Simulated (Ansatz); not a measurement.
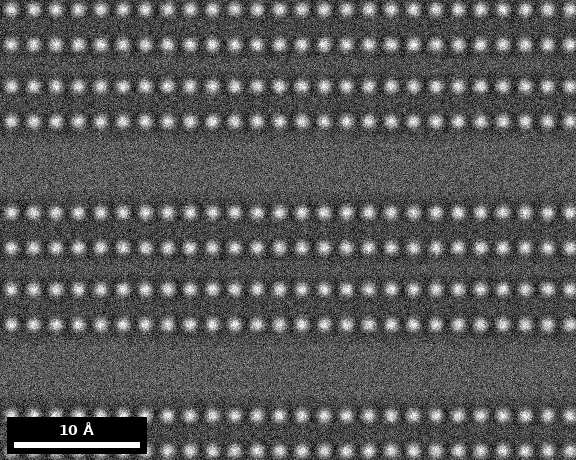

Phase-contrast TEM-like image of Hg (R-3m, No. 166). Simulated in the weak-phase-object approximation with neutral-atom potentials: 200 kV, Cs = −20 µm, defocus +85 Å (negative is underfocus), defocus spread 15 Å, aperture 1.14 1/Å. Shot noise was added. Model: coordinates from a relaxation with DFT PBE, scalar-relativistic, plane waves, PAW (Ansatz); the starting structure was generated, so it need not be a known form of this composition.

```
Hg
1.0
     3.56957    0.00000    0.00000
    -1.78478    3.09134    0.00000
     0.00000    0.00000   48.65225
Hg
12
Direct
  0.33333 0.66667 0.70081
  0.00000 0.00000 0.96586
  0.33333 0.66667 0.90804
  0.00000 0.00000 0.75863
  0.00000 0.00000 0.03414
  0.66667 0.33333 0.29919
  0.00000 0.00000 0.24137
  0.66667 0.33333 0.09196
  0.66667 0.33333 0.36747
  0.33333 0.66667 0.63253
  0.66667 0.33333 0.57471
  0.33333 0.66667 0.42529
```

Q: Along which zone axis is the crystal seen: [211], [201], [210] or [121]? (Directions equivalent by symmetry count as one.)

A: [210]. The projected cells are 3.55 × 3.55 Å, 120° for [211]; 1.19 × 3.12 Å, 100° for [201]; 1.78 × 16.22 Å, 90° for [210]; 2.04 × 2.06 Å, 120° for [121], and the image repeats as the [210] one does.
